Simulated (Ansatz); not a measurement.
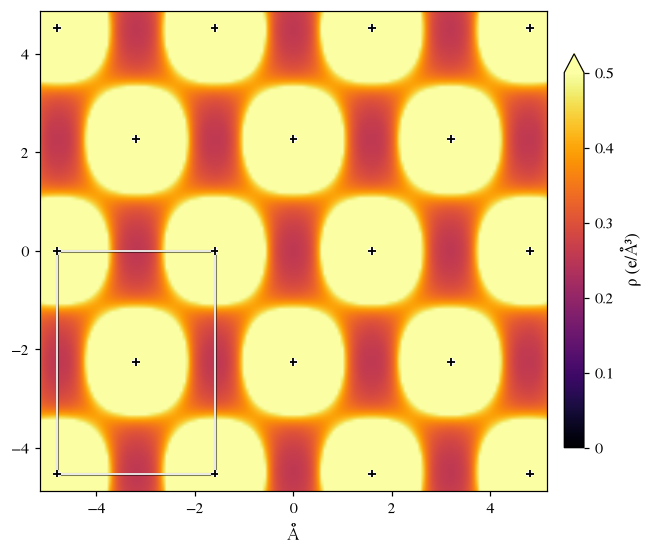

The valence electron density on a plane through atoms (crosses mark nuclei in the plane).

Level of theory: DFT r2SCAN, scalar-relativistic, plane waves, PAW (Ansatz 0.2.0).

Candidates:
A. W, a = 3.20 Å, b = 3.20 Å, c = 3.20 Å, α = 90.00°, β = 90.00°, γ = 90.00°. Space group Im-3m; a structure from a database of computed crystals, not necessarily the ambient phase; changed on purpose from its base cell (equal strain along all axes, cell held, atoms relaxed: +1.0 %); computed pressure about −9 GPa in this cell.
B. Ti, a = 2.94 Å, b = 2.94 Å, c = 4.78 Å, α = 90.00°, β = 90.00°, γ = 120.00°. Space group P6₃/mmc; changed on purpose from its base cell (strain along c alone, the other axes held, atoms relaxed: +3.0 %); computed pressure about −3 GPa in this cell; computed without spin polarisation.

> Which candidate gave the map?

Candidate A: W on the (110) plane of the conventional cell, which holds W. W–W (2.77 Å): the density is about 0.4 e/Å³ at the midpoint.
